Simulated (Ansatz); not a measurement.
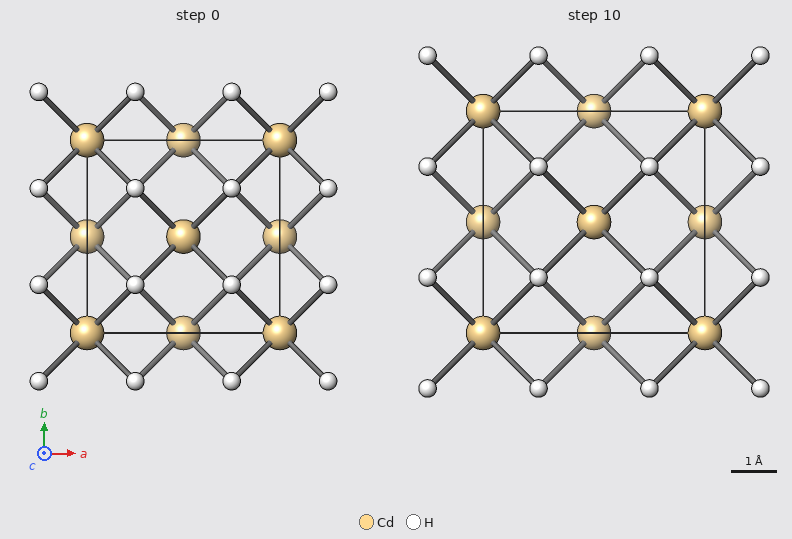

The structure of solid CdH2 (built on the fluorite type) before (left) and after (right) a relaxation, at one scale.

Style: ball-and-stick. Shown: the conventional cell (4 times the calculation's cell), along the c axis. Lengths and directions refer to the drawn axes.

Theory: DFT, PBEsol, plane waves, PAW in Ansatz 0.2.0.

Input
```yaml
crystal:
  lattice:
    - [0.0, 2.1790588726, 2.1790588726]
    - [2.1790588726, 0.0, 2.1790588726]
    - [2.1790588726, 2.1790588726, 0.0]
  atoms:
    - { symbol: Cd, position: [0.0, 0.0, 0.0] }
    - { symbol: H, position: [0.25, 0.25, 0.25] }
    - { symbol: H, position: [0.75, 0.75, 0.75] }
kpoints:
  mp_grid: { grid: [8, 8, 8] }
hamiltonian:
  xc: pbesol
scf:
  occupations: { method: fermi_dirac, width: 0.03 }
relax:
  f_tol: 0.01
  cell: {}
  max_steps: 120
```

Launched with:
```bash
ansatz run input.yaml --threads 2 --pin off --max-ram 2211MiB --backend cpu --events-out ev --progress --plain --runs-dir out
```

**Describe what moved and what it gained.**

No atom moves by more than 0.005 Å relative to the cell. The volume changes by +52.3 %, with a = b = c 4.358 → 5.015 Å (+15.1 %). Near-neighbour distances that change, for instance: Cd1–H2 1.887 → 2.171 Å. The space group stays Fm-3m (No. 225). After 8 accepted moves (10 points after the start) the energy has fallen by 533 meV per atom. All forces vanish by symmetry, so only the cell relaxes. Pressure: 68.36 GPa at the start and −0.01 GPa at the end. At 2 points the geometry stayed and the basis and grid were re-selected for the new cell (energy shift of 16.1 meV per atom at most each time).
